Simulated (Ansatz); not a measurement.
Mo7S17 (cell with a defect)

```
CELL_PARAMETERS angstrom
3.14928 -5.45471 0.00000
-6.29855 0.00000 0.00000
0.00000 0.00000 -12.09283
ATOMIC_POSITIONS crystal
S 0.33333 0.16667 0.75000
Mo 0.83330 0.16661 0.75000
Mo 0.33339 0.66670 0.75000
Mo 0.83330 0.66670 0.75000
Mo 0.16668 0.33332 0.25000
Mo 0.66664 0.33332 0.25000
Mo 0.16668 0.83336 0.25000
Mo 0.66667 0.83333 0.25000
S 0.16925 0.33075 0.62430
S 0.66150 0.33075 0.62430
S 0.16925 0.83850 0.62430
S 0.66667 0.83333 0.62110
S 0.33333 0.16667 0.12063
S 0.83351 0.16703 0.12032
S 0.33297 0.66649 0.12032
S 0.83351 0.66649 0.12032
S 0.16925 0.33075 0.87570
S 0.66150 0.33075 0.87570
S 0.16925 0.83850 0.87570
S 0.66667 0.83333 0.87890
S 0.33333 0.16667 0.37937
S 0.83351 0.16703 0.37968
S 0.33297 0.66649 0.37968
S 0.83351 0.66649 0.37968
```

Computed without spin polarisation.

All numbers below come from DFT PBE+D3(BJ), scalar-relativistic, plane waves, PAW in Ansatz 0.2.0.

Question: What will maps of the valence pseudo-density and electron localisation function show?

Answer: Mo–S (2.38 Å): ρ is about 0.64 e/Å³ halfway; the ELF peaks at about 0.85 in the valence shell of S, 0.8 Å from its nucleus, and is about 0.45 at the midpoint.

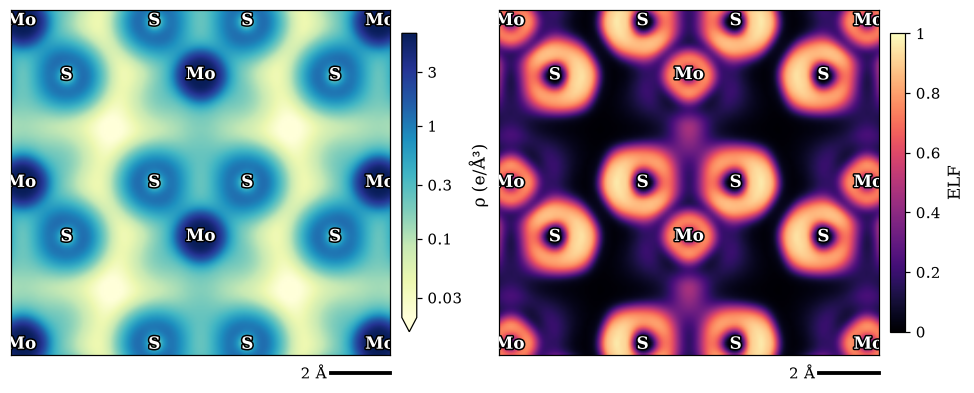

Computed valence pseudo-density and electron localisation function on the (110) plane of the calculation cell, in this order. 

In a PAW calculation such maps are meaningful between the atoms, not at the nuclei.
